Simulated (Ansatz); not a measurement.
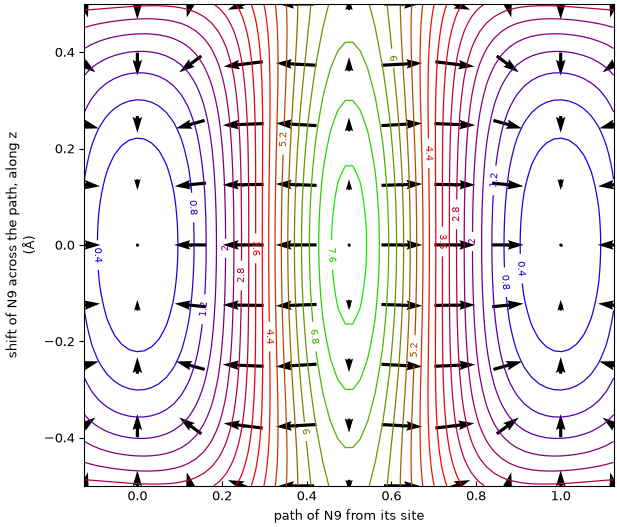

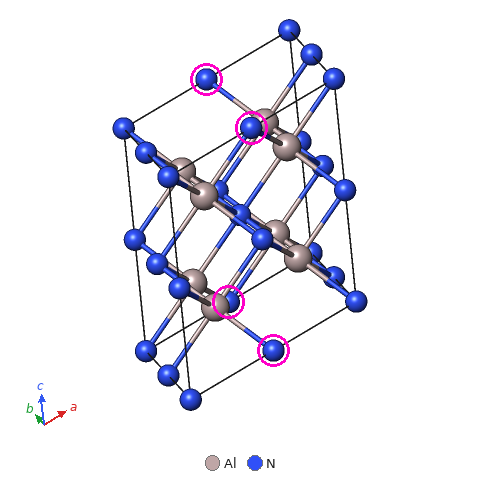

Energy landscape of AlN (Fm-3m phase) with one N vacancy (15 atoms in the cell, cell charge +3). An atom moved over a plane that holds its own site and a neighbouring vacancy (x, y and z along the cube axes). First axis: path of N9 from its site (0) to the vacancy (1), 2.878 Å. Second axis: shift of N9 across the path, along z. Nothing is relaxed (all other atoms held at the sites of the perfect crystal). The grid has 11 × 9 points; 25 points were computed and 74 follow by symmetry. Points are written as (first, second). All energies are given in eV per cell relative to the lowest grid point. The cell is charged on a uniform background, without a charge correction. Method: Ansatz, DFT PBE, scalar-relativistic, plane waves, PAW. Settings: cutoff 420 eV, k-mesh 4×4×4, gaussian smearing 0.05 eV, no spin polarisation.

In the figure: contour lines labelled in eV, dots at the grid points, arrows along the force (downhill), their lengths compressed. Between grid points the surface is interpolated. The second picture is the structure at the lowest point; rings mark the moved atoms.

### Describe this landscape.

The lowest grid point is at (0.000, 0.000 Å) [nearest 6 Al at 2.04 Å]; the map holds 2 wells of about this depth. It is the only kind of minimum in the scanned range. The highest grid point, (0.500, 0.000 Å) [nearest 2 Al at 1.44 Å], lies 7.8 eV above the lowest.

The input of one point:

```yaml
crystal:
  lattice:
    - [0.0, 4.0705261175, -4.0705261175]
    - [4.0705261175, 4.0705261175, 0.0]
    - [4.0705261175, 0.0, -4.0705261175]
  atoms:
    - { symbol: Al, position: [0.25, 0.75, 0.25] }
    - { symbol: Al, position: [0.25, 0.25, 0.25] }
    - { symbol: Al, position: [0.75, 0.75, 0.25] }
    - { symbol: Al, position: [0.75, 0.25, 0.25] }
    - { symbol: Al, position: [0.25, 0.75, 0.75] }
    - { symbol: Al, position: [0.25, 0.25, 0.75] }
    - { symbol: Al, position: [0.75, 0.75, 0.75] }
    - { symbol: Al, position: [0.75, 0.25, 0.75] }
    - { symbol: "N", position: [0.5, 0.0, 0.0] }
    - { symbol: "N", position: [1.0, 0.5, 0.0] }
    - { symbol: "N", position: [1.0, 0.0, 0.0] }
    - { symbol: "N", position: [0.5, 0.5, 0.5] }
    - { symbol: "N", position: [0.5, 0.0, 0.5] }
    - { symbol: "N", position: [1.0, 0.5, 0.5] }
    - { symbol: "N", position: [1.0, 0.0, 0.5] }
total_charge: 3
basis:
  ecutwfc: 420
kpoints:
  mp_grid: { grid: [4, 4, 4] }
hamiltonian:
  xc: pbe
scf:
  occupations: { method: gaussian, width: 0.05 }
output:
  forces: true
  stress: true
  eigenvalues: true
  write_density: true
  write_potential: true
  elf: true
  volumetric_format: npy
```

Time for the 25 points that were run: 80 s on 4 threads of Intel(R) Xeon(R) 6975P-C (Granite Rapids), on a shared host.
